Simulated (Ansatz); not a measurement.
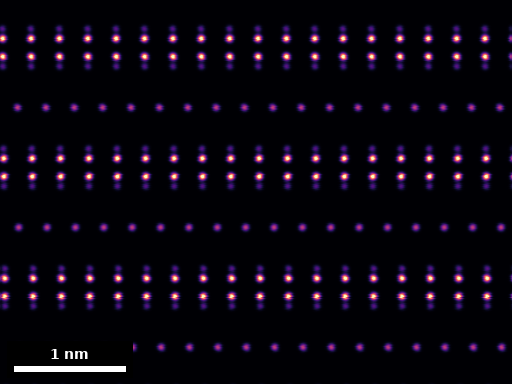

Dark-field STEM-like image of a crystal. The image is simulated as a sum over atoms of Z^1.7, blurred by a 0.50 Å probe (no channelling). A slight drift was added.

> Give the net of the columns and its spacings.

The pattern repeats on a rectangular net of 2.5 × 10.8 Å.

> What is the plane group of the image?

p2mm: mirror lines in two perpendicular directions, with twofold points where they cross.

> How many columns does the smallest repeating cell hold, and how many levels of brightness?

5 columns in the primitive cell of 27.5 Å², with 3 levels of brightness (about 100, 50, 25 % of the brightest, counted from the darkest point).

The crystal is PtSe2 (P4/nmm, No. 129) seen along [110]. Model: the end point of a relaxation with DFT PBE, scalar-relativistic, plane waves, PAW (Ansatz); the starting structure was generated, so it need not be a known form of this composition.
